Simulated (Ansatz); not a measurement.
Given this structure:

```cif
data_structure
_symmetry_space_group_name_H-M 'P 1'
_symmetry_Int_Tables_number 1
_cell_length_a 3.4796
_cell_length_b 3.4796
_cell_length_c 3.4796
_cell_angle_alpha 90.000
_cell_angle_beta 90.000
_cell_angle_gamma 90.000
_cell_volume 42.13
loop_
_atom_site_label
_atom_site_type_symbol
_atom_site_fract_x
_atom_site_fract_y
_atom_site_fract_z
_atom_site_occupancy
B1 B 0.75000 0.75000 0.75000 1
N1 N 0.00000 0.00000 0.00000 1
B2 B 0.75000 0.25000 0.25000 1
N2 N 0.00000 0.50000 0.50000 1
B3 B 0.25000 0.75000 0.25000 1
N3 N 0.50000 0.00000 0.50000 1
B4 B 0.25000 0.25000 0.75000 1
N4 N 0.50000 0.50000 0.00000 1
```

Characterise the structure given above.

Its composition is BN. It is face-centred cubic, space group F-43m (No. 216). The arrangement is known as zinc blende (sphalerite type). Atoms per cell: 8 (4 B, 4 N). The polyhedra are BN4 tetrahedra; they share corners. Each B has four N in a tetrahedral arrangement at 1.51 Å. The coordination shell of N holds four B in a tetrahedral arrangement at 1.51 Å. The bonds build a three-dimensional framework.

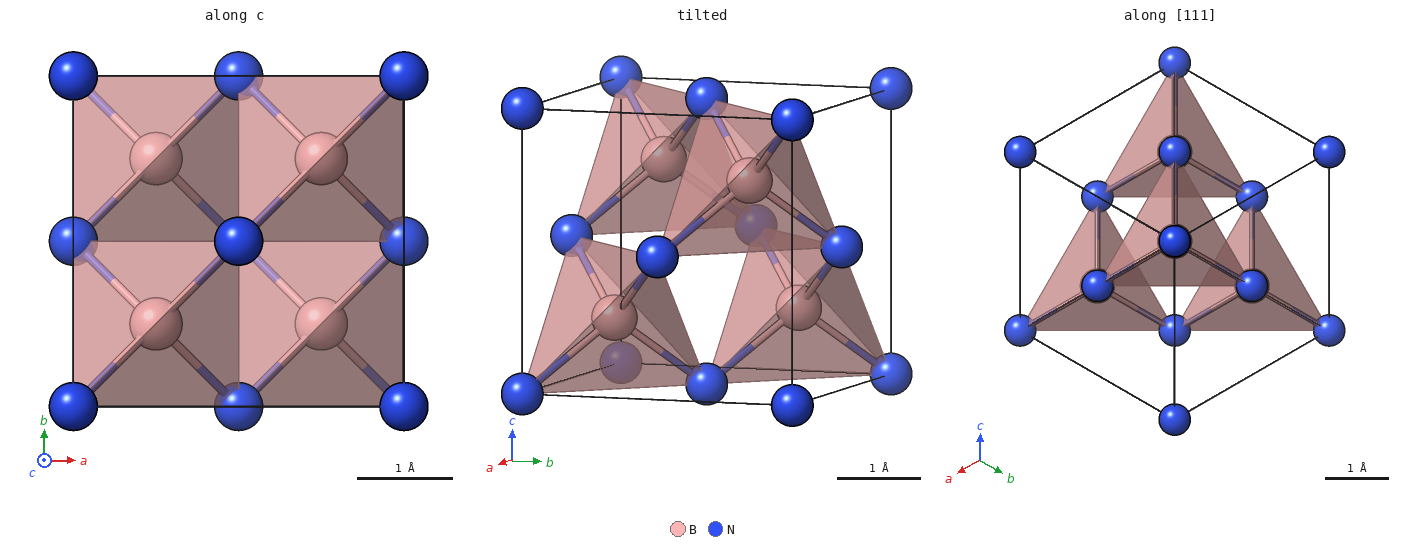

This polyhedral model is shown along the c axis, slightly off an axis and along [111]. The lines enclose the conventional unit cell; boundary atoms appear with their images.

It goes back to a structure listed in the Materials Project. The cell was then strained or its atoms displaced on purpose. A calculation with Ansatz used it as input.
